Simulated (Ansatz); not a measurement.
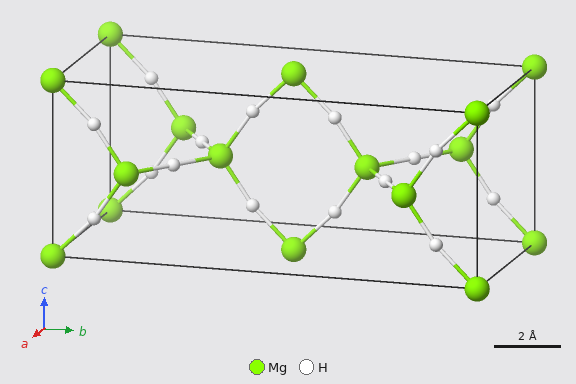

Structure drawing (ball-and-stick), viewed slightly off an axis. The box is the conventional unit cell; atoms on or close to its faces, edges and corners are drawn wherever they repeat. Cell: a = 5.93 Å, b = 13.61 Å, c = 5.56 Å, α = 90.00°, β = 90.00°, γ = 90.00°.

The structure comes from a structure type filled with these elements by a generator (whether the compound takes this form wasn't checked). Earlier steps of the study may have refined or changed the cell and positions. It was run through Ansatz as a DFT input.

> Notes on the structure:

It has the composition MgH2. Its lattice is base-centred orthorhombic, its space group Cmmm (No. 65). In the cell are 6 Mg, 12 H, which makes 6 formula units. Mg is linked to four H at about 1.8 Å. H is linked to two Mg at about 1.8 Å. The bonds build a three-dimensional framework.

Setup: DFT PBE, scalar-relativistic, plane waves, PAW in Ansatz 0.2.0; a basis cut at 420 eV, k-points about 0.29 Å⁻¹ apart, Gaussian smearing of 0.02 eV, no spin polarisation.

> Classify it as metallic or gapped, with the value.

An insulator at this level, with a gap of 3.18 eV, indirect.

> What are the atomic charges by Bader's partition?

Mg +1.61 e; H -0.81 e.

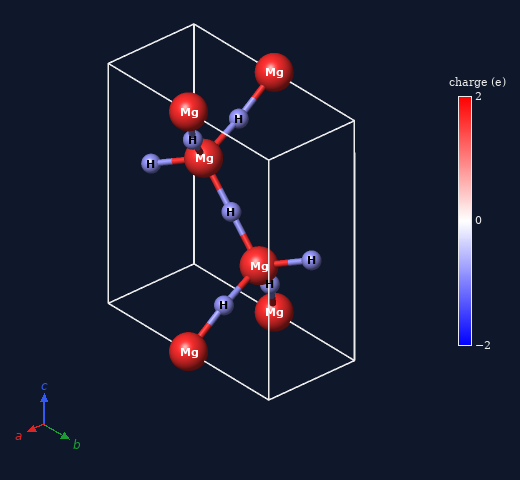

The atoms coloured by those charges. The run's cell of 9 atoms is drawn in a reduced setting, so axes and origin can differ from the first picture.

> Is this the optimised geometry for these settings?

Yes. All forces vanish to within 0.01 eV/Å. The pressure is 0.0 GPa, close to zero.
